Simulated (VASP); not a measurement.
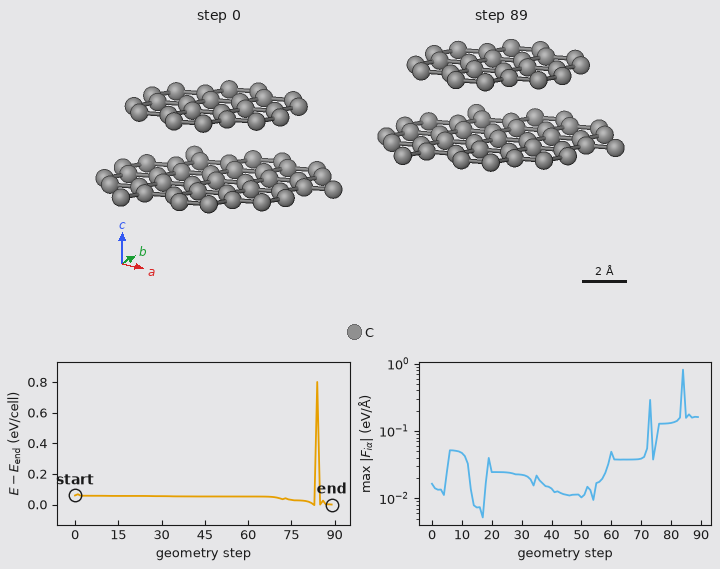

First and last geometry of a relaxation of a crystal of C (set up in P6_3/mmc), with the history of the run. The picture is a ball-and-stick view of the atoms within 5.8 Å of the atom that moves most (axes of the 3 × 3 repeat of the cell, outlined in the plane, without the vacuum), seen slightly off an axis.

The run lets cell and atoms move.

Method: Kohn-Sham DFT of a periodic cell, PBEsol, VASP PAW PBE potentials, recommended in VASP 6.6.1.

Input file:
```
SYSTEM = C
PREC = Accurate
ENCUT = 600
EDIFF = 1E-7
ISMEAR = 0
SIGMA = 0.1
LREAL = .FALSE.
LASPH = .TRUE.
NELM = 60
ALGO = Fast
ISIF = 3
LWAVE = .FALSE.
LCHARG = .FALSE.
GGA = PS
IBRION = 2
NSW = 90
EDIFFG = -0.005
```

Launched with:
```bash
cat potpaw_PBE.64/C/POTCAR > POTCAR
mpirun -np 1 vasp_std > vasp.out
```

Question: Read the history and describe the run.

Answer: The relaxation stopped without meeting its thresholds, so the last structure isn't shown to be converged. The largest moves, 1.95 Å, are those of C atoms. In the plane the drawn cell goes a 7.369 → 7.379 Å (+0.1 %), b 7.369 → 7.379 Å (+0.1 %). The space group stays P-3m1 (No. 164). After 89 geometry steps the energy has fallen by 59.4 meV per cell of the calculation. The largest force component goes from 0.016 to 0.16 eV/Å. At step 84 the optimiser overshot: the energy rose above the start, and later steps came back.

```csv
step,"E − E(0), meV/atom","largest force component, eV/Å"
0,0.00,0.0164
1,0.66,0.0141
2,-0.15,0.0134
3,-0.15,0.0135
4,-0.16,0.0112
5,-0.17,0.0247
6,-0.17,0.0517
7,-0.18,0.0515
8,-0.18,0.0507
9,-0.18,0.0497
10,-0.19,0.0472
14,-0.26,0.0079
18,-0.27,0.0167
22,-0.27,0.0245
27,-0.36,0.0234
31,-0.40,0.0219
35,-0.51,0.0218
39,-0.53,0.0149
43,-0.56,0.0120
47,-0.56,0.0113
52,-0.57,0.0148
56,-0.58,0.0175
60,-0.59,0.0492
64,-0.60,0.0376
68,-0.75,0.0378
72,-2.06,0.0551
77,-2.68,0.1285
81,-3.41,0.1352
85,-4.98,0.1566
89,-4.95,0.1612
```

Limits of the set-up: layers or molecules are held without a dispersion correction, so their spacing is unreliable.
